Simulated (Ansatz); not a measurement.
Input

```
crystal:
  lattice:
    - [1.5925883332, 6.4363691201, 7.4383206521]
    - [-6.3703533327, -1.8389626057, 7.4383206521]
    - [4.7777649996, -4.5974065144, 7.4383206521]
  atoms:
    - { symbol: Mo, position: [0.076700815, 0.6920854304, 0.2305469689] }
    - { symbol: Mo, position: [0.9997777381, 0.9997777381, 0.9997777381] }
    - { symbol: Mo, position: [0.1536238919, 0.3843931227, 0.4613161996] }
    - { symbol: Mo, position: [0.3074700458, 0.7690085073, 0.9228546612] }
    - { symbol: Mo, position: [0.3843931227, 0.4613161996, 0.1536238919] }
    - { symbol: Mo, position: [0.5382392766, 0.8459315843, 0.6151623535] }
    - { symbol: Mo, position: [0.7690085073, 0.9228546612, 0.3074700458] }
    - { symbol: Mo, position: [0.2305469689, 0.076700815, 0.6920854304] }
    - { symbol: Mo, position: [0.4613161996, 0.1536238919, 0.3843931227] }
    - { symbol: Mo, position: [0.6151623535, 0.5382392766, 0.8459315843] }
    - { symbol: Mo, position: [0.6920854304, 0.2305469689, 0.076700815] }
    - { symbol: Mo, position: [0.8459315843, 0.6151623535, 0.5382392766] }
    - { symbol: Mo, position: [0.9228546612, 0.3074700458, 0.7690085073] }
    - { symbol: S, position: [0.4800562805, 0.0954408959, 0.6339024344] }
    - { symbol: S, position: [0.4031332036, 0.4031332036, 0.4031332036] }
    - { symbol: S, position: [0.5637482041, 0.7844897965, 0.8584635999] }
    - { symbol: S, position: [0.7108255113, 0.1723639728, 0.3262101267] }
    - { symbol: S, position: [0.7879480201, 0.8772765845, 0.5519861773] }
    - { symbol: S, position: [0.9415947421, 0.2492870498, 0.018517819] }
    - { symbol: S, position: [0.1723639728, 0.3262101267, 0.7108255113] }
    - { symbol: S, position: [0.6339024344, 0.4800562805, 0.0954408959] }
    - { symbol: S, position: [0.8607822381, 0.5493282838, 0.8000593832] }
    - { symbol: S, position: [0.018517819, 0.9415947421, 0.2492870498] }
    - { symbol: S, position: [0.0954408959, 0.6339024344, 0.4800562805] }
    - { symbol: S, position: [0.2492870498, 0.018517819, 0.9415947421] }
    - { symbol: S, position: [0.3262101267, 0.7108255113, 0.1723639728] }
    - { symbol: S, position: [0.3400131351, 0.9553977505, 0.493859289] }
    - { symbol: S, position: [0.2630900582, 0.2630900582, 0.2630900582] }
    - { symbol: S, position: [0.416936212, 0.6477054428, 0.7246285197] }
    - { symbol: S, position: [0.5707823659, 0.0323208274, 0.1861669813] }
    - { symbol: S, position: [0.6477054428, 0.7246285197, 0.416936212] }
    - { symbol: S, position: [0.7997772342, 0.1209735849, 0.8700257113] }
    - { symbol: S, position: [0.0323208274, 0.1861669813, 0.5707823659] }
    - { symbol: S, position: [0.493859289, 0.3400131351, 0.9553977505] }
    - { symbol: S, position: [0.7246285197, 0.416936212, 0.6477054428] }
    - { symbol: S, position: [0.8864160724, 0.7937926847, 0.1090785323] }
    - { symbol: S, position: [0.9553977505, 0.493859289, 0.3400131351] }
    - { symbol: S, position: [0.1014276222, 0.8784733165, 0.8040140945] }
    - { symbol: S, position: [0.1861669813, 0.5707823659, 0.0323208274] }
    - { symbol: S, position: [0.8393594028, 0.8332105925, 0.8305234836] }
  host:
    lattice:
      - [1.5925883332, 0.9194813029, 7.4383206521]
      - [-1.5925883332, 0.9194813029, 7.4383206521]
      - [0.0, -1.8389626057, 7.4383206521]
    atoms:
      - { symbol: Mo, position: [0.9997777381, 0.9997777381, 0.9997777381] }
      - { symbol: S, position: [0.4031332036, 0.4031332036, 0.4031332036] }
      - { symbol: S, position: [0.2630900582, 0.2630900582, 0.2630900582] }
basis:
  ecutwfc: 420
  xc_grid: 2
kpoints:
  mp_grid: { grid: [2, 2, 2], shift: [0.5, 0.5, 0.5] }
hamiltonian:
  xc: pbe
scf:
  occupations: { method: gaussian, width: 0.01 }
output:
  forces: true
  stress: false
  eigenvalues: true
  charged_corrections:
    defect_position: [0.82932692, 0.83894231, 0.83173077]
    epsilon: [[12.8691, 0.0, 0.0], [0.0, 12.8691, 0.0], [0.0, 0.0, 3.2679]]
  write_density: true
  write_potential: true
  elf: true
  volumetric_format: npy
relax:
  adjacent_minimum: "off"
  f_tol: 0.025
  max_steps: 45
```

Command:

```sh
ansatz run input.yaml --threads 4 --pin off --max-ram 10240MiB --backend cpu --events-out ev --progress --plain --runs-dir out
```

The fields are those of the run's last geometry, not of the input's.

Computed without spin polarisation.

The calculation used Ansatz 0.2.0, DFT PBE, scalar-relativistic, plane waves, PAW.

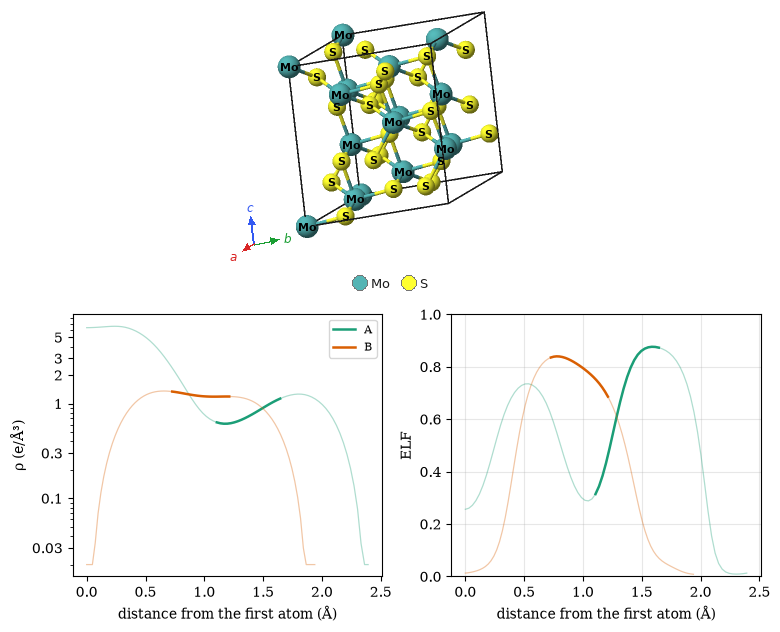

Mo₁₃S₂₇ (cell with a defect). Valence charge density (pseudo) and electron localisation function along straight lines between neighbouring atoms. Thin, pale parts lie inside the atomic spheres. The structure is drawn too.

In a PAW calculation such maps are meaningful between the atoms, not at the nuclei.

Which curve belongs to which contact (Mo–S and S–S)? The first atom named is at distance zero.

Curve A: Mo–S (2.39 Å): ρ is about 0.61 e/Å³ halfway; the ELF peaks at about 0.90 in the valence shell of S, 0.8 Å from its nucleus, and is about 0.45 at the midpoint. Curve B: S–S (1.94 Å): the density is about 1.2 e/Å³ at the midpoint; the ELF peaks at about 0.85 between the atoms; localised, covalent bonding.
